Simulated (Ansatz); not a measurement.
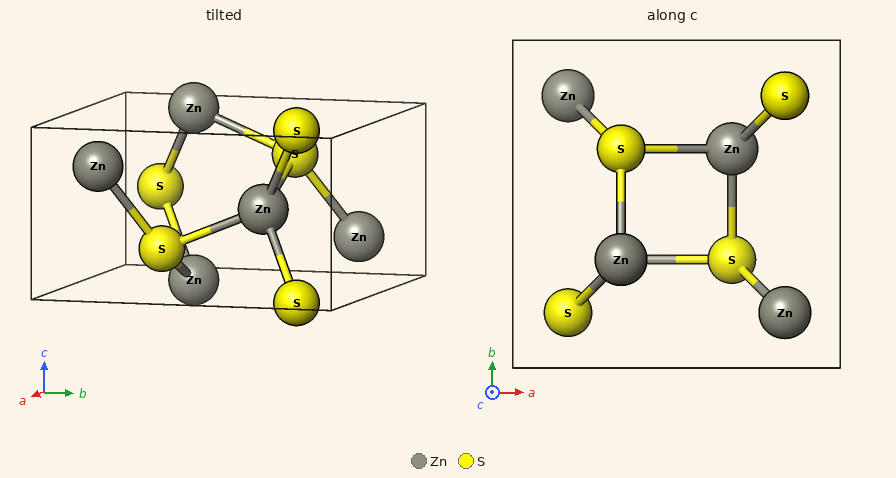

The figure gives a ball-and-stick picture of the atoms, viewed slightly off an axis and along the c axis. The box is the conventional unit cell; atoms on or close to its faces, edges and corners are drawn wherever they repeat. Cell: a = 6.61 Å, b = 6.61 Å, c = 3.65 Å, α = 90.00°, β = 90.00°, γ = 90.00°.

The structure comes from a structure type filled with these elements by a generator (whether the compound takes this form wasn't checked). Earlier steps of the study may have refined or changed the cell and positions. A calculation with Ansatz used it as input.

Give a description of the structure.

Answer. The stoichiometry is ZnS. The symmetry is that of P4_12_12 (No. 92), on a primitive tetragonal lattice. In the cell are 4 Zn, 4 S, which makes 4 formula units. Zn is surrounded by four S at about 2.4 Å. The coordination shell of S holds four Zn at about 2.4 Å. The bonds build a three-dimensional framework.

Method used: DFT PBE, scalar-relativistic, plane waves, PAW in Ansatz 0.2.0. It ran with plane-wave cutoff 420 eV, a 4×4×8 grid in reciprocal space, Gaussian smearing of 0.02 eV, no spin polarisation.

Metal or not?

Answer. A semiconductor at this level, with a gap of 1.57 eV, indirect.

Predict the Bader charges.

Answer. Zn +0.90 e; S -0.90 e.

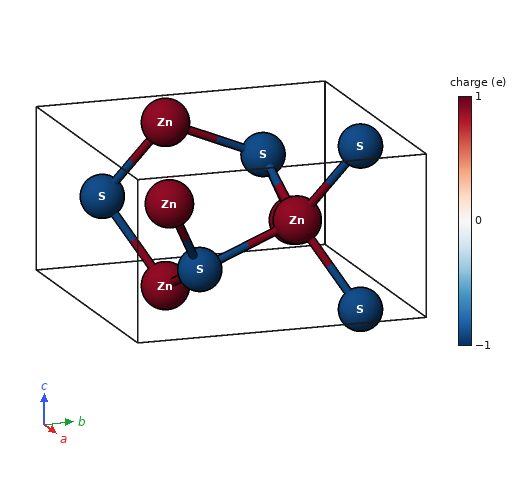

The atoms coloured by those charges. The run's cell of 8 atoms is drawn.

Is the structure in equilibrium?

Answer. Yes. All forces vanish to within 0.01 eV/Å. The pressure is 0.0 GPa, close to zero.
